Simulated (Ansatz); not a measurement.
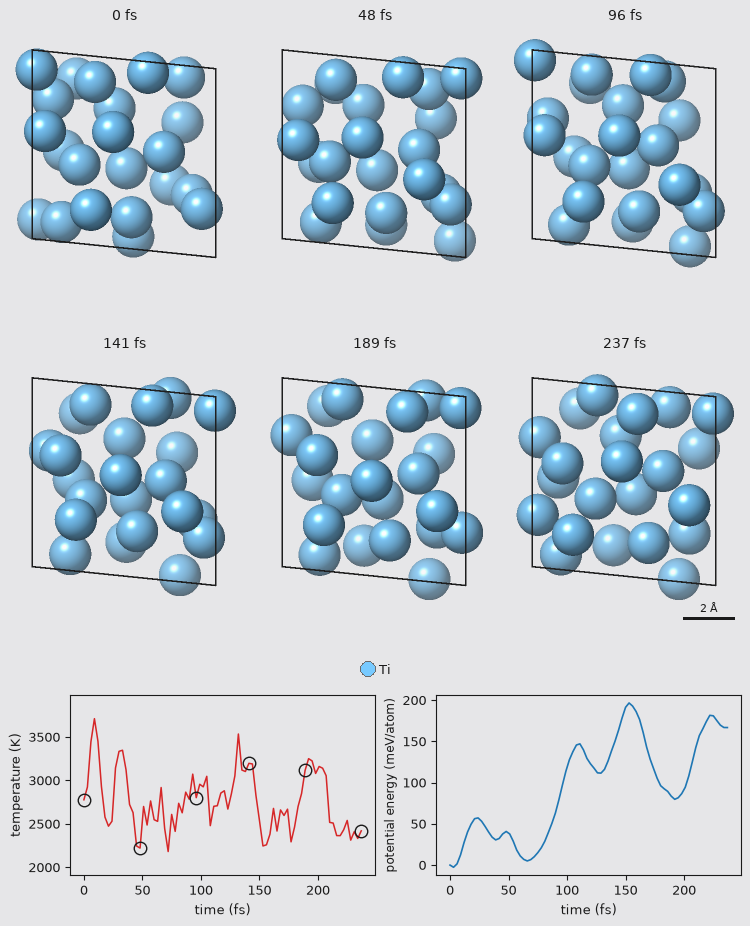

A Born-Oppenheimer molecular dynamics run of an amorphous cell of composition Ti (22 atoms in the cell), 237 fs long. Frames and the history of the run. Style: spheres-only. Shown: the simulation cell, along the a axis. Atoms that leave the cell re-enter on the other side.

Computed with DFT PBE, scalar-relativistic, plane waves, PAW in Ansatz 0.2.0. Run with plane-wave cutoff 420 eV; k-point mesh 1 × 1 × 1; Fermi-Dirac smearing 0.251 eV; volume 1.04 times that of the relaxed crystal; set temperature 2910 K; time step 3 fs.

### Describe the run.

Root-mean-square distances from the starting positions over the second half, with the common drift of all atoms taken out: Ti 0.73 Å. Against the typical shortest distance between atoms in the first frame, about 2.5 Å these are large excursions, but over 237 fs one can't yet tell strong vibration from the start of diffusion. The mean temperature in the second half is 2736 K (standard deviation 346 K). The potential energy in the second half lies on average 139 meV per atom above the first frame. The mean pressure there is 6.6 GPa.

Limits of the set-up: the k-point mesh is coarse for a cell with partly filled bands; the periodic images lie only 7.3 Å apart, so the values are limited by the cell's size.
